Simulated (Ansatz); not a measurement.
PtSe2, space group P-3m1 (No. 164), a = 3.724 Å, b = 3.724 Å, c = 5.062 Å, α = 90.00°, β = 90.00°, γ = 120.00°

```tsv
site	Wyckoff	x	y	z
Pt	1a	0.0000	0.0000	0.0000
Se	2d	0.3333	0.6667	0.2500
```

Origin: a calculation's input that goes back to an entry of the Crystallography Open Database (an earlier step may have relaxed or displaced it).

Describe the coordination of Pt.

Answer. PtSe6: a slightly distorted octahedron (coordination number 6, S = 0.70; next best trigonal prism, S = 16.5). Bonds: 6 × Pt–Se 2.49 Å. The next neighbour, not counted, lies at 3.72 Å.

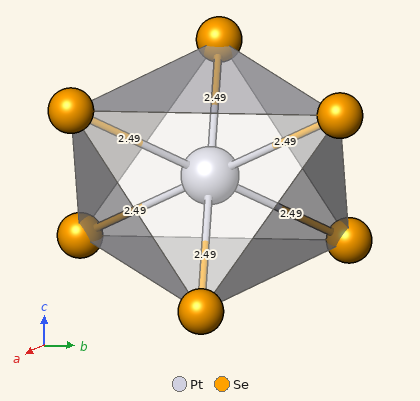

The polyhedron about Pt. Continuous shape measures are computed against ideal polyhedra (0 is ideal; above about 3 the distortion is strong).
